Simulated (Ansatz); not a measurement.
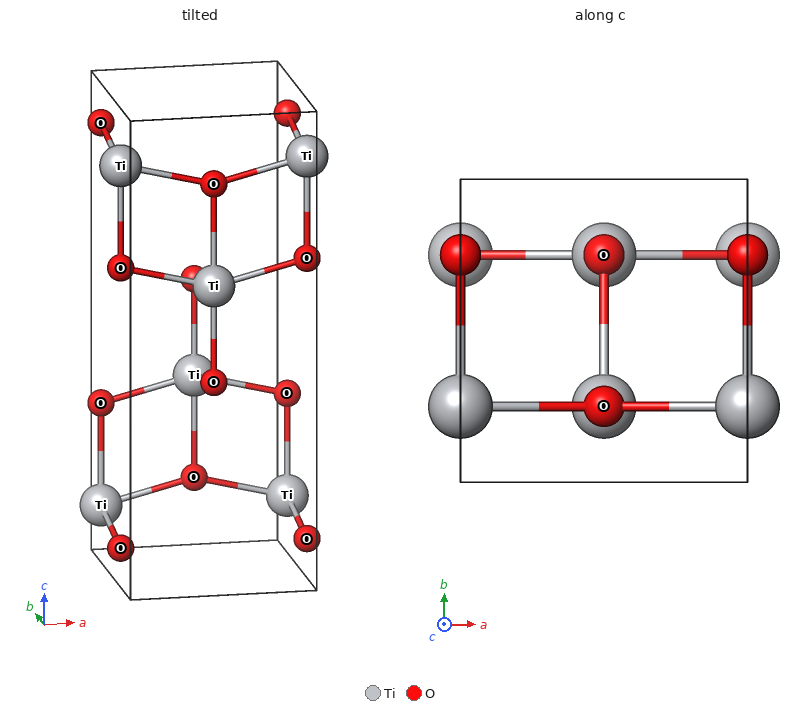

View slightly off an axis and along the c axis, drawn as a ball-and-stick model. The parallelepiped is the conventional unit cell.

TiO$_{2}$, space group Imma (No. 74), a = 3.676 Å, b = 3.880 Å, c = 9.584 Å, α = 90.00°, β = 90.00°, γ = 90.00°. It derives from a structure listed in the Materials Project. The cell was then strained or its atoms displaced on purpose. A calculation with Ansatz used it as input.

This one geometry was computed with Ansatz (DFT, plane waves, PAW) at three levels of theory: r2SCAN, HSE06 and PBE. It was relaxed with r2SCAN and then strained.

> Which level gives the highest pressure at this volume, and what does that say about its equilibrium volume?

Highest: PBE (5.5 GPa), which points to the largest equilibrium volume. Lowest, with the smallest volume: HSE06 (-1.6 GPa). Levels within 0.5 GPa of each other can't be told apart.

> How does the band gap change with the level of theory?

PBE: a gap of 2.19 eV, indirect; r2SCAN: a gap of 2.57 eV, indirect; HSE06: a gap of 3.69 eV, indirect.

> Collect the results in a table.

| level | cutoff (eV) | k-mesh of the run's cell | gap (eV) | pressure (GPa) |
| --- | --- | --- | --- | --- |
| r2SCAN | 500 | 8×8×8 | 2.57 | 0.9 |
| HSE06 | 420 | 4×4×4 | 3.69 | -1.6 |
| PBE | 420 | 8×8×8 | 2.19 | 5.5 |

Gaps are taken on the k-mesh or band path of each run.
